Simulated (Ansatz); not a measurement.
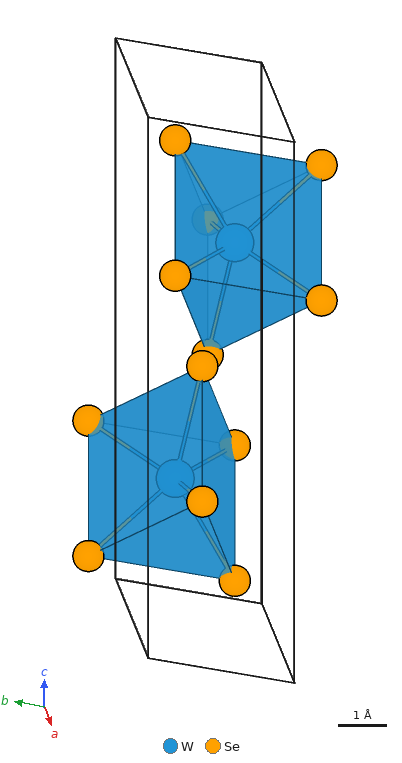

Drawn in the polyhedral manner and seen from a general direction. One conventional unit cell is outlined, and atoms on its boundary appear in each equivalent place. A few atoms beyond the faces are included.

WSe₂, space group P6_3/mmc (No. 194), a = 3.25 Å, b = 3.25 Å, c = 13.45 Å, α = 90.00°, β = 90.00°, γ = 120.00°.

Electronic-structure method: Ansatz, DFT r2SCAN, scalar-relativistic, plane waves, PAW. Parameters: a 500 eV plane-wave basis, Brillouin-zone sampling on a 12×12×2 mesh, Gaussian smearing of 0.02 eV, no spin polarisation.

**Classify it as metallic or gapped, with the value.**

A semiconductor at this level, with a gap of 1.31 eV on the k-mesh (the true edges may lie between mesh points, so the gap can be somewhat smaller).

The initial geometry was a structure listed in the Materials Project. The cell was then strained or its atoms displaced on purpose. The atoms were relaxed in a fixed cell with DFT r2SCAN, scalar-relativistic, plane waves, PAW (Ansatz).
